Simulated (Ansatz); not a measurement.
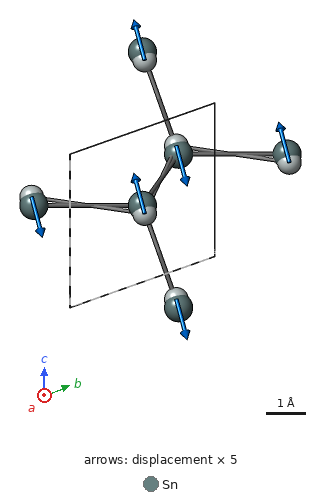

This is a relaxation of solid Sn (set up in P-1). The starting structure is drawn faded, the final one solid; blue arrows show the displacements, 5 times their true length.

Style: ball-and-stick. Shown: the cell of the calculation, reduced to other axes, along the a axis. Lengths and directions refer to the drawn axes.

Case: all atoms moved at random, sigma 0.25 Å for each component; relaxed back.

Level of theory: Ansatz, DFT r2SCAN, scalar-relativistic, plane waves, PAW. (plane-wave cutoff 500 eV; k-point mesh 10 × 10 × 10; occupations gaussian; smearing width 0.15 eV; no spin polarisation; atoms relaxed in a fixed cell; force threshold 0.01 eV/Å; at most 80 steps)

**Describe the change and its energy.**

The energy falls by 1.148 eV per cell of the calculation in 3 accepted moves (4 points after the start). The largest force component goes from 3.6 to 0.00016 eV/Å. 1 step only repeated the SCF at the same geometry. The largest moves, 0.24 Å, are those of Sn atoms. The cell doesn't change. Among the contacts that change: Sn–Sn 2.408 → 2.843 Å, Sn–Sn 3.184 → 2.843 Å, Sn–Sn 2.995 → 2.843 Å, Sn–Sn 2.891 → 2.843 Å. Bond angles that change, for instance: Sn–Sn–Sn 122.1° → 109.5°, Sn–Sn–Sn 97.4° → 109.5°, Sn–Sn–Sn 99.6° → 109.5°. The space group (tolerance 0.01 Å) goes from P-1 (No. 2) to Fd-3m (No. 227). The run took 120 s on 2 threads of Intel(R) Xeon(R) Platinum 8488C (Sapphire Rapids) (shared host), peak memory 1.2 GiB.
